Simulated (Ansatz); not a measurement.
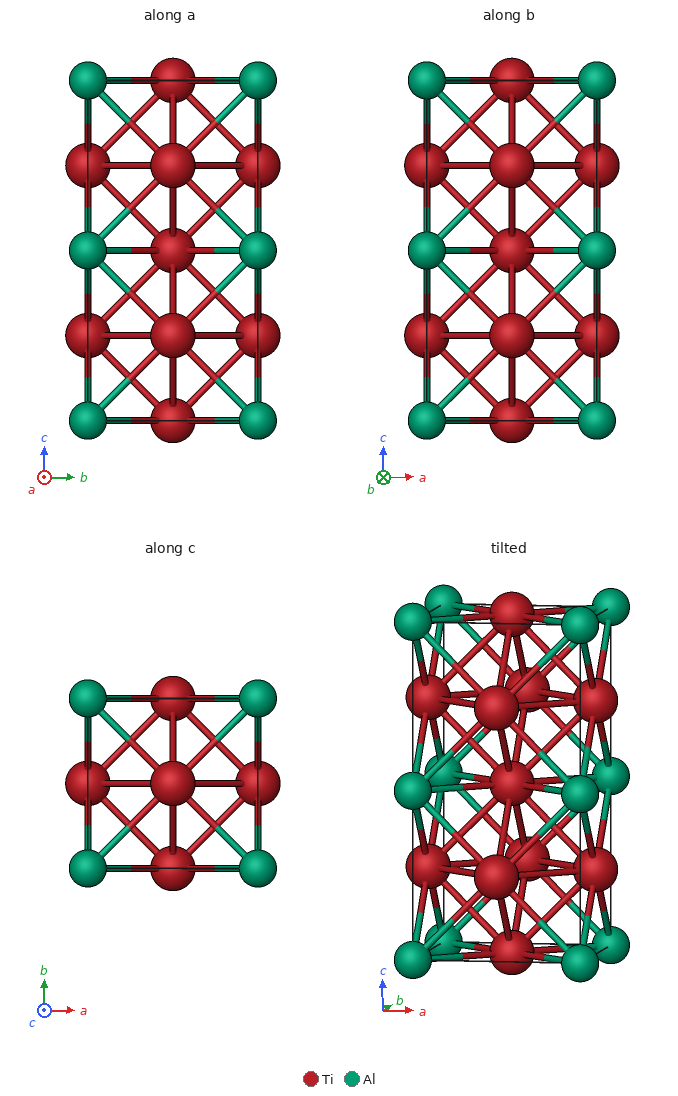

An orthographic ball-and-stick view of the structure, along the a axis, along the b axis, along the c axis and slightly off an axis. Thin lines show the unit cell, with boundary atoms drawn in all their periodic places.

Lattice parameters: a = 4.053 Å, b = 4.050 Å, c = 8.104 Å, α = 90.00°, β = 89.99°, γ = 90.03°. Put a along x and b in the xy plane.

Record the structure as a POSCAR file.

Answer.
```
Ti Al
1.0
     4.053    0.000    0.000
    -0.002    4.050    0.000
     0.001    0.000    8.104
Ti Al
6 2
Direct
  0.5000 0.9997 0.2500
  0.5001 0.0000 0.7500
  0.4999 0.5000 0.0001
  0.5001 0.4999 0.5002
  0.9999 0.5000 0.2500
  0.0000 0.5000 0.7500
  0.0000 0.0000 0.0000
  0.9999 0.9999 0.5001
```

The cell started as a random cell made by a generator, so it need not be a real form of the compound. It is drawn as it came out of a relaxation with DFT PBE, scalar-relativistic, plane waves, PAW in Ansatz.
